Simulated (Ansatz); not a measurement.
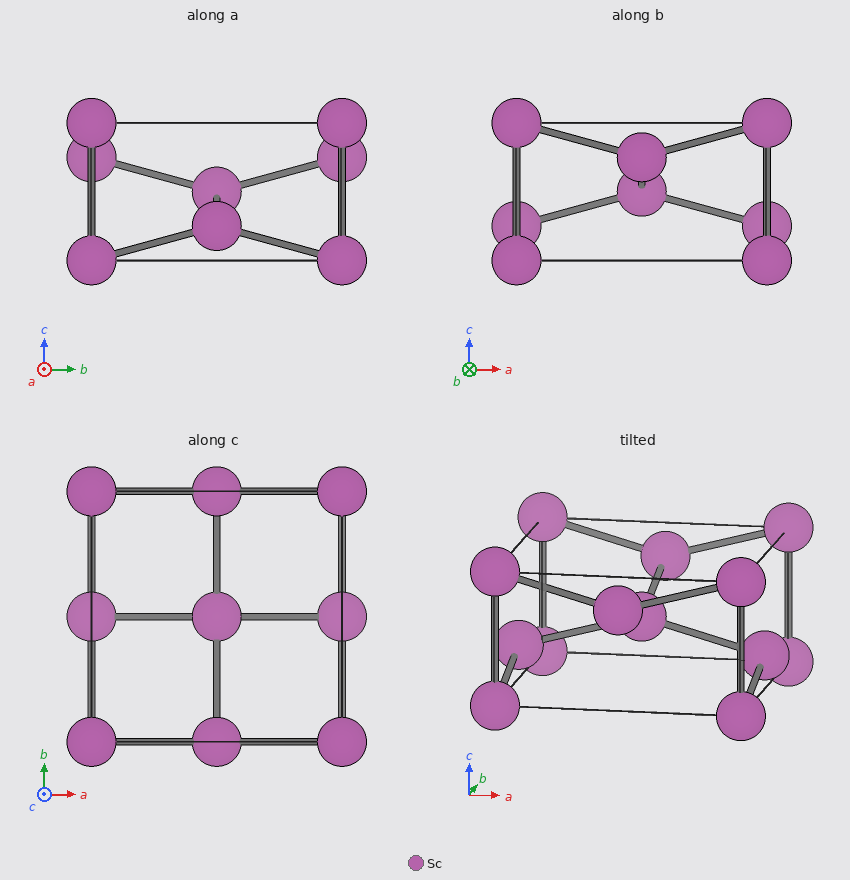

A ball-and-stick rendering, viewed along the a axis, along the b axis, along the c axis and slightly off an axis. The wireframe shows the conventional unit cell.

Lattice parameters: a = 5.6369 Å, b = 5.6369 Å, c = 3.0926 Å, α = 90.000°, β = 90.000°, γ = 90.000°.

Q: Set out the cell and atoms as a CIF in P1 with every atom of the cell.

A:
```cif
data_structure
_symmetry_space_group_name_H-M 'P 1'
_symmetry_Int_Tables_number 1
_cell_length_a 5.6369
_cell_length_b 5.6369
_cell_length_c 3.0926
_cell_angle_alpha 90.000
_cell_angle_beta 90.000
_cell_angle_gamma 90.000
_cell_volume 98.26
loop_
_atom_site_label
_atom_site_type_symbol
_atom_site_fract_x
_atom_site_fract_y
_atom_site_fract_z
_atom_site_occupancy
Sc1 Sc 0.0000 0.0000 0.0000 1
Sc2 Sc 0.5000 0.0000 0.7500 1
Sc3 Sc 0.5000 0.5000 0.5000 1
Sc4 Sc 0.0000 0.5000 0.2500 1
```

The structure was taken from a structure type filled with this element by a generator (whether the element takes this form wasn't checked). Earlier steps of the study may have refined or changed the cell and positions. Ansatz was used for an electronic-structure calculation on it.
